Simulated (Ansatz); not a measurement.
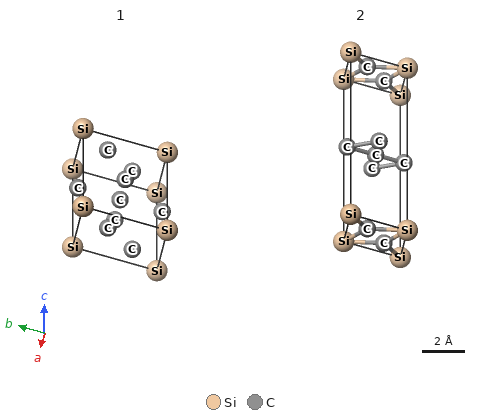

Two geometries of crystalline SiC5 (a generated structure, set up in P6/mmm) (coarse preliminary run), drawn at one scale. One is the start of a relaxation, the other its converged end. Style: ball-and-stick. Shown: the cell of the calculation, from a free direction.

Level of theory: DFT PBE, scalar-relativistic, plane waves, PAW (Ansatz). Set-up: plane-wave cutoff 420 eV; k-point mesh 6 × 6 × 4; occupations gaussian; smearing width 0.1 eV; no spin polarisation; cell and atoms relaxed; force threshold 0.04 eV/Å; at most 70 steps.

> Which of the two is the end point?

Structure 2 is the relaxed one. The atoms keep their places relative to the cell (all moves are under 0.005 Å). The drawn cell changes as follows: a = b 4.959 → 3.334 Å (−32.8 %), c 4.041 → 8.405 Å (+108.0 %); the volume changes by −6.0 %. Some distances before and after: C–C 2.863 → 1.925 Å, C–Si 2.863 → 1.925 Å, C–C 2.479 → 1.667 Å. New bonds form: C–C (2.48 → 1.67 Å), C–Si (2.86 → 1.92 Å). The space group stays P6/mmm (No. 191). After 32 accepted moves (37 points after the start) the energy has fallen by 10.346 eV per cell of the calculation. All forces vanish by symmetry, so only the cell relaxes. Pressure: −24.62 GPa at the start and −0.06 GPa at the end. The SCF was repeated 5 times at an unchanged geometry on a basis and grid sized afresh for the cell, which shifted the energy by 0.452 eV per cell of the calculation at most.

Limits of the set-up: the k-point mesh is coarse for a cell with partly filled bands.
